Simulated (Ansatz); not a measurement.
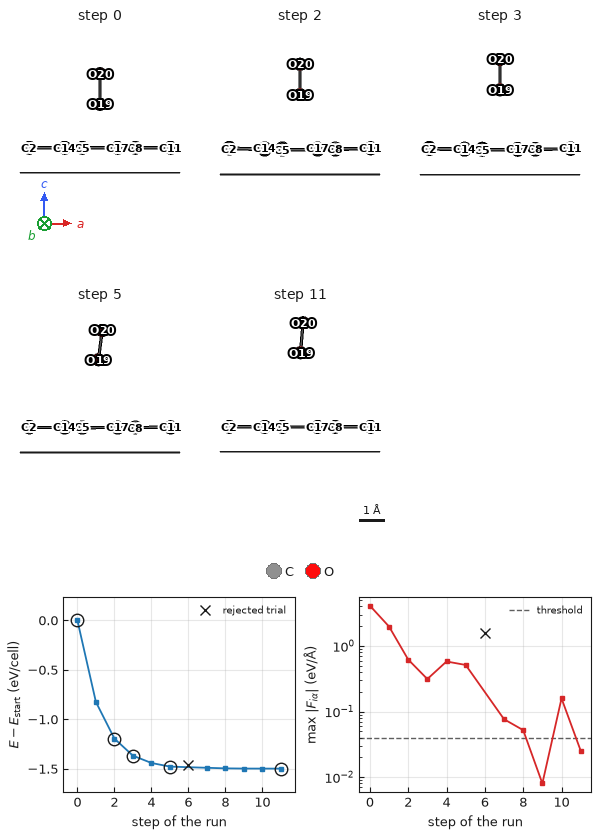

Frames of a constrained relaxation of a slab of composition C9O (cut from the R-3m phase), marked on the history of the run. The picture is a ball-and-stick view of the cell of the calculation, outlined in the plane, without the vacuum (origin shifted), seen along the b axis.

Case: 1 O2 a cell, upright, over a hollow C-C site. The slab is the (0 0 1) face of C with O2 on it. 1 atoms are held fixed.

Method: DFT PBE+D3(BJ), scalar-relativistic, plane waves, PAW in Ansatz.

Input file:
```yaml
crystal:
  lattice:
    - [7.3951485247, 0.0, 0.0]
    - [-3.6975742623, 6.4043864871, 0.0]
    - [0.0, 0.0, 19.2365100066]
  atoms:
    - { symbol: C, position: [0.5555555556, 0.4444444444, 0.4158758526] }
    - { symbol: C, position: [0.5555555556, 0.7777777778, 0.4158758526] }
    - { symbol: C, position: [0.5555555556, 0.1111111111, 0.4158758526] }
    - { symbol: C, position: [0.8888888889, 0.4444444444, 0.4158758526] }
    - { symbol: C, position: [0.8888888889, 0.7777777778, 0.4158758526] }
    - { symbol: C, position: [0.8888888889, 0.1111111111, 0.4158758526] }
    - { symbol: C, position: [0.2222222222, 0.4444444444, 0.4158758526] }
    - { symbol: C, position: [0.2222222222, 0.7777777778, 0.4158758526] }
    - { symbol: C, position: [0.2222222222, 0.1111111111, 0.4158758526] }
    - { symbol: C, position: [0.4444444444, 0.2222222222, 0.4159595479] }
    - { symbol: C, position: [0.4444444444, 0.5555555556, 0.4159595479] }
    - { symbol: C, position: [0.4444444444, 0.8888888889, 0.4159595479] }
    - { symbol: C, position: [0.7777777778, 0.2222222222, 0.4159595479] }
    - { symbol: C, position: [0.7777777778, 0.5555555556, 0.4159595479] }
    - { symbol: C, position: [0.7777777778, 0.8888888889, 0.4159595479] }
    - { symbol: C, position: [0.1111111111, 0.2222222222, 0.4159595479] }
    - { symbol: C, position: [0.1111111111, 0.5555555556, 0.4159595479] }
    - { symbol: C, position: [0.1111111111, 0.8888888889, 0.4159595479] }
    - { symbol: O, position: [0.0, 0.0, 0.5069323907], spin: 2.0 }
    - { symbol: O, position: [0.0, 0.0, 0.571128027] }
basis:
  ecutwfc: 420
kpoints:
  mp_grid: { grid: [3, 3, 1] }
hamiltonian:
  xc: pbe
  dispersion: d3bj
scf:
  occupations: { method: gaussian, width: 0.05 }
output:
  forces: true
  eigenvalues: true
  populations: true
  write_density: true
  write_potential: true
  elf: true
  volumetric_format: npy
magnetization:
  spin_polarized: true
relax:
  adjacent_minimum: "off"
  f_tol: 0.04
  max_steps: 100
  constraints: [{ sites: [0] }]
efield:
  axis: 3
  dipole_correction: true
  ramp_width: 0.04
```

Command:
```bash
ansatz run input.yaml --threads 2 --pin off --max-ram 5120MiB --backend cpu --events-out ev --progress --plain --runs-dir out
```

Q: Describe the path.

A: The energy falls by 1.497 eV per cell of the calculation in 10 accepted moves (11 points after the start). The largest force component goes from 4.1 to 0.025 eV/Å. The line search rejected the trial step at point 6 of the run. The forces were under the threshold at step 9, but the run went on from there. The largest moves, 1.24 Å, are those of O19 and O20. O19 goes along the normal (+c). C stays in place. The lattice vectors keep their values. Some distances before and after: O19–O20 1.235 → 1.224 Å. The run took 9.3 min on 2 threads of Arm Neoverse V1 (shared host), peak memory 1.3 GiB. From step 0 to 2: O19 moves most (0.39 Å), energy −1.194 eV per cell of the calculation. From step 2 to 3: O atoms move most (0.19 Å), energy −0.172 eV per cell of the calculation. From step 3 to 5: O19 moves most (0.39 Å), energy −0.111 eV per cell of the calculation. From step 5 to 11: O19 moves most (0.33 Å), energy −20.3 meV per cell of the calculation.

```tsv
step	E − E(0), meV/atom	largest force component, eV/Å	note
0	0.00	4.1211	
1	-41.18	1.9806	
2	-59.69	0.6212	
3	-68.30	0.3133	
4	-71.99	0.5800	
5	-73.83	0.5135	
6	-73.22	1.5922	rejected
7	-74.43	0.0765	
8	-74.71	0.0521	
9	-74.81	0.0080	
10	-74.83	0.1587	
11	-74.85	0.0253
```

Limits of the set-up: the periodic images lie only 7.4 Å apart, so the values are limited by the cell's size.
